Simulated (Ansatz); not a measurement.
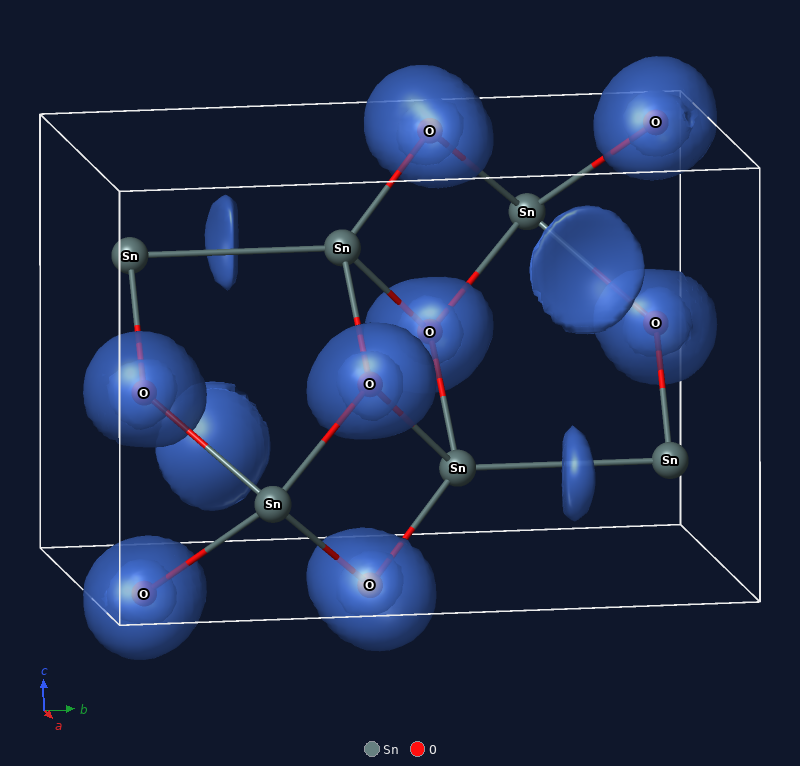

Figure 1: Sn3O4. Isosurface of the electron localisation function at 0.75 (blue), seen slightly off an axis. Only the valence region is drawn (cores and ρ < 0.01 e/Å³ removed). Sticks mark near contacts.

Space group P-1; a generated structure, not necessarily the stable one.

All numbers below come from DFT PBEsol, scalar-relativistic, plane waves, PAW (Ansatz 0.2.0).

```cif
data_structure
_symmetry_space_group_name_H-M 'P 1'
_symmetry_Int_Tables_number 1
_cell_length_a 5.3176
_cell_length_b 8.3389
_cell_length_c 5.6471
_cell_angle_alpha 90.007
_cell_angle_beta 90.108
_cell_angle_gamma 89.935
_cell_volume 250.41
loop_
_atom_site_label
_atom_site_type_symbol
_atom_site_fract_x
_atom_site_fract_y
_atom_site_fract_z
_atom_site_occupancy
Sn1 Sn 0.45289 0.41591 0.75007 1
Sn2 Sn 0.08315 0.75026 0.74952 1
Sn3 Sn 0.54861 0.91581 0.25023 1
Sn4 Sn 0.91839 0.24964 0.25084 1
Sn5 Sn 0.45290 0.08409 0.75013 1
Sn6 Sn 0.54865 0.58399 0.25028 1
O1 O 0.28316 0.92643 0.51837 1
O2 O 0.71848 0.07334 0.01901 1
O3 O 0.71849 0.42621 0.48214 1
O4 O 0.28315 0.57378 0.98124 1
O5 O 0.28305 0.57369 0.51821 1
O6 O 0.71838 0.42612 0.01911 1
O7 O 0.71834 0.07348 0.48199 1
O8 O 0.28302 0.92656 0.98135 1
```

> Identify the bonds, lone pairs and shells in this picture.

The ELF exceeds this value in two lobes on Sn, pointing away from the bonds (lone pairs), eight regions wrapped around O (the valence shell of each) and two pockets between the atoms, centred on no nucleus (multi-centre or interstitial), counted in one cell of 14 atoms. Regions shared between cells count once. Along the contacts the grid gives the following. Sn–O (2.06 Å): the ELF peaks at about 0.80 in the valence shell of O, 0.6 Å from its nucleus, and is about 0.25 at the midpoint; no shared electron pair shows on this line. Sn–Sn (2.77 Å): the ELF peaks at about 0.70 between the atoms.
